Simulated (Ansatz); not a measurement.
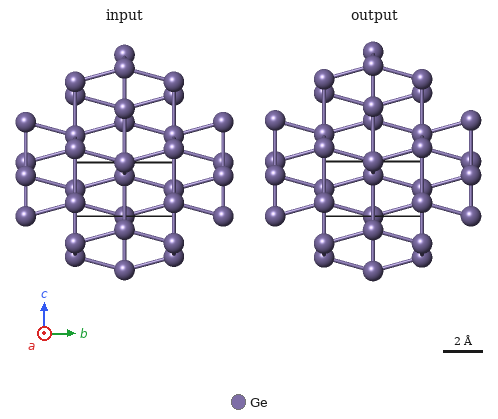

The structure of a crystal of Ge (set up in I4_1/amd) before (left) and after (right) a relaxation, at one scale.

Style: ball-and-stick. Shown: the conventional cell (2 times the calculation's cell), repeated 1 × 1 × 2 with one cell outlined, along the a axis. Lengths and directions refer to the drawn axes.

Level of theory: DFT LDA, scalar-relativistic, plane waves, PAW (Ansatz). (plane-wave cutoff 420 eV; k-point mesh 14 × 14 × 14; occupations gaussian; smearing width 0.15 eV; no spin polarisation)

> Summarise the run.

No atom moves by more than 0.005 Å relative to the cell. The drawn cell changes at constant volume: a 5.086 → 5.038 Å (−0.9 %), b 5.086 → 5.043 Å (−0.8 %), c 2.770 → 2.821 Å (+1.8 %). Some distances before and after: Ge–Ge 2.770 → 2.821 Å, Ge–Ge 2.636 → 2.617 Å. The space group stays I4_1/amd (No. 141).
